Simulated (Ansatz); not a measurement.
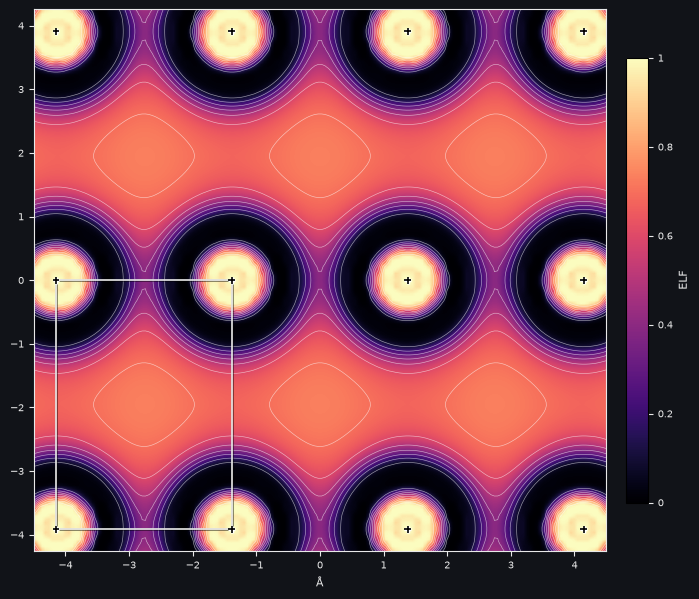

The electron localisation function on a plane through atoms (crosses mark nuclei in the plane).

All numbers below come from DFT, r2SCAN0, plane waves (500 eV) with PAW, scalar-relativistic (Ansatz 0.2.0).

Candidates:
A. Li, a = 2.77 Å, b = 2.77 Å, c = 2.77 Å, α = 90.00°, β = 90.00°, γ = 90.00°. Space group Pm-3m; set up as Li, simple cubic; a generated structure, not necessarily the stable one; computed without spin polarisation.
B. Rh, a = 2.51 Å, b = 2.51 Å, c = 2.51 Å, α = 90.00°, β = 90.00°, γ = 90.00°. Space group Pm-3m; set up as Rh, simple cubic; a generated structure, not necessarily the stable one; computed without spin polarisation.

> Which candidate gave the map?

Candidate A: Li on the (101) plane of the conventional cell, which holds Li. Li–Li (2.77 Å): the ELF is about 0.40 at the midpoint.
